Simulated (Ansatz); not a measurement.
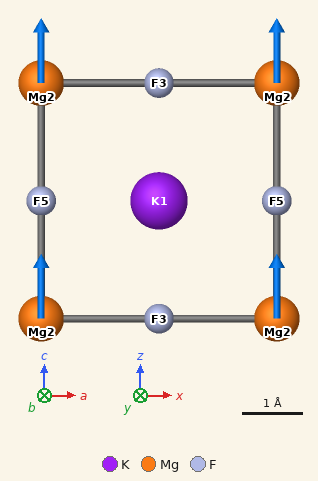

A scan of solid KMgF$_{3}$ (Pm-3m): the whole Mg sublattice is shifted rigidly, along Cartesian [0 0 1], all else fixed. The picture shows the reference cell. The blue arrows give the direction of positive displacement. The picture is a ball-and-stick view of the cell of the calculation, seen along the b axis.

Theory: DFT PBEsol, scalar-relativistic, plane waves, PAW (Ansatz). Set-up: plane-wave cutoff 420 eV; k-point mesh 6 × 6 × 6; occupations gaussian; smearing width 0.05 eV; no spin polarisation. Energies (free energies at the smearing named) are counted from the cell as listed in its source, which wasn't relaxed.

The input:
```yaml
crystal:
  lattice:
    - [3.9859, 0.0, 0.0]
    - [0.0, 3.9859, 0.0]
    - [0.0, 0.0, 3.9859]
  atoms:
    - { symbol: K, position: [0.5, 0.5, 0.5] }
    - { symbol: Mg, position: [0.0, 0.0, 0.0] }
    - { symbol: F, position: [0.5, 0.0, 0.0] }
    - { symbol: F, position: [0.0, 0.5, 0.0] }
    - { symbol: F, position: [0.0, 0.0, 0.5] }
basis:
  ecutwfc: 420
kpoints:
  mp_grid: { grid: [6, 6, 6] }
hamiltonian:
  xc: pbesol
scf:
  occupations: { method: gaussian, width: 0.05 }
output:
  forces: true
  stress: true
  eigenvalues: true
```

Predict the energy profile (the displacement: −0.1000, −0.0750, −0.0500, −0.0250, 0.0000, 0.0125, 0.0250, 0.0375, 0.0500, 0.0625, 0.0750, 0.0875, 0.1000 Å).

```
displacement (Å)  energy change (meV/cell)
         −0.1000                      47.4
         −0.0750                      26.3
         −0.0500                      11.6
         −0.0250                       2.9
          0.0000                       0.0
          0.0125                       0.7
          0.0250                       2.9
          0.0375                       6.5
          0.0500                      11.6
          0.0625                      18.2
          0.0750                      26.3
          0.0875                      36.0
          0.1000                      47.4
```

Points that are alike by symmetry were computed once.

The lowest computed point lies at the displacement 0.00 Å (0.0 meV/cell). At the ends of the scan the energy is 47.4 meV/cell (−0.10 Å) and 47.4 meV/cell (0.10 Å). The curvature at zero is about 9.2 eV/Å² per cell. The well is symmetric. At the highest point the shortest interatomic distance is 1.89 Å, against 1.99 Å in the reference. The distortion takes the space group from Pm-3m to P4mm.

As a plot (hollow markers are points alike by symmetry):

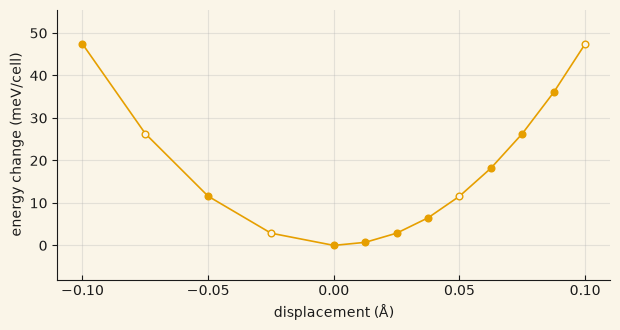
